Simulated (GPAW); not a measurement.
# A GW chain in GPAW: GaAs (F-43m)

Wanted: ground state, empty states, screening and self-energy for GaAs (F-43m).

Method: PBE and many-body steps on it, plane waves, in GPAW 26.7.0.

**What was measured.**

- Gap 1.51 eV: band-edge emission energy from PL (direct gap at Gamma); photoluminescence, 633 nm excitation; 77 K; bulk crystal (MBE GaAs matrix around a thin InAs wetting layer on semi-insulating GaAs (100)) (“Photoluminescence of InAs/GaAs quantum dots under direct two-photon excitation”, 2020, pmc:7331710).

- Gap 1.412 ± 0.01 eV: direct gap E0 at Gamma from ellipsometry; variable-angle spectroscopic ellipsometry, parametric critical-point fit; 300 K; bulk crystal (semi-insulating GaAs(001) reference substrate with native oxide) (“Evidence of valence band perturbations in GaAsN/GaAs(001): A combined variable-angle spectroscopic ellipsometry and modulated photoreflectance investigation”, 2008, arxiv:0805.2212).

- Gap 1.42 eV: band-edge photoluminescence emission energy of the GaAs substrate; time-integrated photoluminescence; 300 K; bulk crystal ((001) GaAs substrate beneath GaBiAs epilayers) (“Investigation of the anisotropic electron g factor as a probe of the electronic structure of GaBixAs1-x/GaAs epilayers”, 2014, arxiv:1409.8467).

- Gap 1.418 ± 0.005 eV: direct gap E0 at Gamma from PR; modulated photoreflectance, low-field lineshape fit; 300 K; bulk crystal (semi-insulating GaAs(001) reference substrate) (“Evidence of valence band perturbations in GaAsN/GaAs(001): A combined variable-angle spectroscopic ellipsometry and modulated photoreflectance investigation”, 2008, arxiv:0805.2212).

Report form: the programs' logs are mostly left out.

### Step 1. Starting point

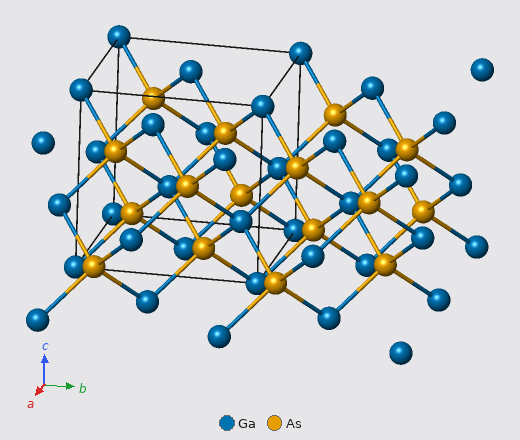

The cell as given, slightly off an axis (gallium blue, arsenic orange). 2×2×1 cells are drawn. This picture shows the conventional cell, with its axes. Bonds to atoms that aren't drawn are left out. Some periodic images of atoms are drawn too.

The cell and positions come from the Crystallography Open Database and are kept as given unless a step says otherwise.

### Step 2. Ground state

This step: GPAW 26.7.0; DFT, PBE, plane waves, PAW.

The ground-state density comes first.

run.py

```python
import json
import numpy as np
from gpaw.mpi import world
from ase import Atoms
from gpaw import GPAW, PW, FermiDirac

atoms = Atoms(['Ga', 'As'],
    cell=[[0.0000000000, 2.8268500000, 2.8268500000],
      [2.8268500000, 0.0000000000, 2.8268500000],
      [2.8268500000, 2.8268500000, 0.0000000000]],
    scaled_positions=[[0.0000000000, 0.0000000000, 0.0000000000],
      [0.2500000000, 0.2500000000, 0.2500000000]],
    pbc=(True, True, True))
calc = GPAW(mode=PW(450),
    xc='PBE',
    kpts={'size': (8, 8, 8), 'gamma': True},
    occupations=FermiDirac(0.001),
    nbands=-7,
    convergence={'density': 1e-6, 'bands': -3},
    maxiter=100,
    txt='gs.txt')
atoms.calc = calc
res = {'energy': atoms.get_potential_energy()}
kpts = calc.get_ibz_k_points()
res['kpts'] = kpts
res['eigenvalues'] = [calc.get_eigenvalues(kpt=k) for k in range(len(kpts))]
res['n_electrons'] = calc.get_number_of_electrons()
calc.write('gs.gpw')

if world.rank == 0:
    with open('result.json', 'w') as f:
        json.dump(res, f, default=lambda x: x.tolist())
```

The run is started by

```
$ mpirun -n 8 gpaw python run.py
```

Wall time 3.8 s (8 MPI ranks of Arm Neoverse V1, shared host); peak memory 0.9 GiB.

This step gave:

* total energy: -8.228 eV
* gap: 0.5868 eV
* k of the valence top: 0, 0, 0
* k of the conduction bottom: 0, 0, 0
* least direct gap: 0.5868 eV

The gap is direct, at Γ.

### Step 3. Empty states on the mesh, 6×6×6 mesh, 247 bands

The sums over transitions need many empty states on a uniform mesh; this step solves for them.

run.py

```python
import json
import numpy as np
from gpaw.mpi import world
from gpaw import GPAW

calc = GPAW('gs.gpw').fixed_density(kpts={'size': (6, 6, 6), 'gamma': True},
    parallel={'domain': 1, 'band': 1},
    txt='nscf.txt')
calc.diagonalize_full_hamiltonian(nbands=247)
calc.write('full.gpw', mode='all')
res = {}
kpts = calc.get_ibz_k_points()
res['kpts'] = kpts
res['eigenvalues'] = [calc.get_eigenvalues(kpt=k) for k in range(len(kpts))]
res['n_electrons'] = calc.get_number_of_electrons()

if world.rank == 0:
    with open('result.json', 'w') as f:
        json.dump(res, f, default=lambda x: x.tolist())
```

The run is started by

```
$ mpirun -n 8 gpaw python run.py
```

It took 6.2 s on 8 MPI ranks; peak memory 1.6 GiB.

This step gave:

- gap: 0.5868 eV
- k of the valence top: 0, 0, 0
- k of the conduction bottom: 0, 0, 0
- least direct gap: 0.5868 eV
- k points computed: 16
- lowest point of the top converged band, above the valence top: 161.0810 eV

On this mesh the gap is 0.587 eV.

### Step 4. Screening and self-energy, 6×6×6 mesh, 237 bands, screening to 175 eV

Now the one-shot GW correction: screening in the RPA, then the self-energy of the levels asked for.

This step: G0W0 on PBE, plane waves, PAW.

run.py

```python
import json
import numpy as np
from gpaw.mpi import world
from gpaw.response.g0w0 import G0W0

gw = G0W0('full.gpw',
    filename='gw',
    kpts=[0],
    bands=(2, 6),
    ecut=175,
    nbands=237,
    integrate_gamma='WS',
    ppa=True)
gw.calculate()
res = {mode: {k: v for k, v in r.items() if k != 'sigma_eskwn'}
       for mode, r in gw.all_results.items()}

if world.rank == 0:
    with open('result.json', 'w') as f:
        json.dump(res, f, default=lambda x: x.tolist())
```

The run is started by

```
$ mpirun -n 8 gpaw python run.py
```

Wall time 2 min (8 MPI ranks); peak memory 2.1 GiB; 16 min of CPU time.

This step gave:

```yaml
g0w0_gap_on_the_points_computed: 1.719 eV
least_direct_g0w0_gap_on_the_computed_points: 1.719 eV
z_at_the_valence_top: 0.7831
z_at_the_conduction_bottom: 0.7928
starting_gap_on_the_mesh: 0.5868 eV
k_of_the_valence_top: 0, 0, 0
k_of_the_conduction_bottom: 0, 0, 0
```

The gap on the mesh goes from 0.59 eV to 1.72 eV, a correction of +1.13 eV.

Limits: finite bands, cutoff and mesh; no spin-orbit coupling; coarse k mesh. v1 is the top filled band, c1 the lowest empty one. Levels before and after the correction, in eV, zero at the valence-band top of each column:

```csv
,conduction bottom,valence top
Kohn-Sham,0.59,0.00
G0W0,1.72,0.00
```

|  | level | energy (eV) |
| --- | --- | --- |
| Kohn-Sham | Γ v2-v1 | 0.000 |
| Kohn-Sham | Γ c1 | 0.587 |
| Kohn-Sham | Γ c2 | 3.774 |
| G0W0 | Γ v2-v1 | 0.000 |
| G0W0 | Γ c1 | 1.719 |
| G0W0 | Γ c2 | 4.476 |

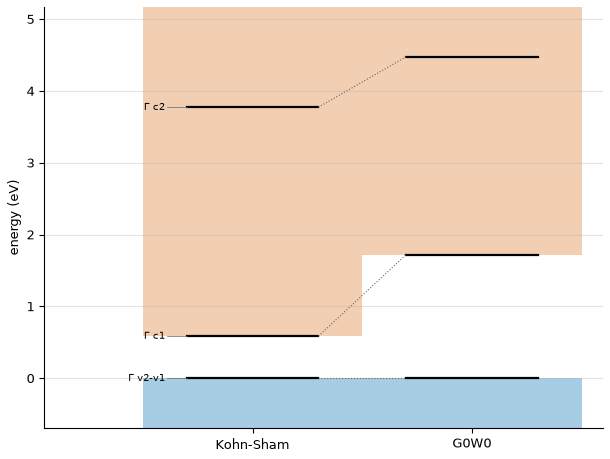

Levels before and after the correction. Shaded: valence and conduction bands.

### Step 5. Where the time went

Times are wall times on 8 MPI ranks of Arm Neoverse V1, shared host, good to a factor of about two.

```csv
step,time,share,memory (GiB)
ground state,3.8 s,3 %,0.9
empty states on the mesh,6.2 s,5 %,1.6
screening and self-energy,2 min,92 %,2.1
```

### Step 6. What came out

```
PBE gap              : 0.59 eV, direct
G0W0 gap on the mesh : 1.72 eV
GW settings          : 6×6×6 mesh, 237 bands, screening to 175 eV, Godby-Needs plasmon pole
known limits         : not at the basis limit; no spin-orbit coupling; coarse k mesh
```

**Reading.** G0W0 moves the gap on the mesh from 0.59 eV to 1.72 eV (+1.13 eV), with Z of 0.78 and 0.79 at the edges. Only 1 of the mesh's irreducible points was corrected, so a valley elsewhere could overtake. The dearest step here is «screening and self-energy». Against experiment, by G0W0@PBE: the direct gap of 1.72 eV lies +0.21 eV from the measured 1.51 eV (exciton, 77 K, 2020); the direct gap of 1.72 eV lies +0.31 eV from the measured 1.412 ± 0.01 eV (direct, 300 K, 2008); the direct gap of 1.72 eV lies +0.30 eV from the measured 1.42 eV (exciton, 300 K, 2014); the direct gap of 1.72 eV lies +0.30 eV from the measured 1.418 ± 0.005 eV (direct, 300 K, 2008). An exciton line or allowed optical edge lies below the quasiparticle gap by the binding energy; a forbidden edge can push the onset above it. The calculation has static nuclei and no excitons; a measured gap holds zero-point and thermal motion, which mostly lowers it. Bands and cutoff are finite, so the gap is not at the basis limit. The miss can reach some tenths of an eV and take either sign; the mesh is an error of its own. These stock PAW sets were not made for GW; the filled d or f shell of As and Ga lies in the frozen core, which bears on start and correction. In the G0W0 run levels were corrected at 1 k point alone, so a gap called «on the mesh» is the least over those, and an edge elsewhere would be missed. The 6×6×6 mesh is coarse for this cell, which bears on the long-range parts of exchange and screening. The many-body steps are scalar-relativistic: spin-orbit coupling is not in them.

[Paths, hosts, dates, memory and timing lines, banners, echoed tables and standing remarks are left out of the program output.]

[Logs are printed without paths, hosts, clocks, repeated set-up lines and the standing remarks that a program may print on its own settings, such as how far it seeks lower states.]

[Runs of the session that timed out or met a known fault of the program may be left out.]

[Hosts, paths, dates, database ids (printed as entryN), source tags and the programs' standing remarks are cut or masked in the printed files.]
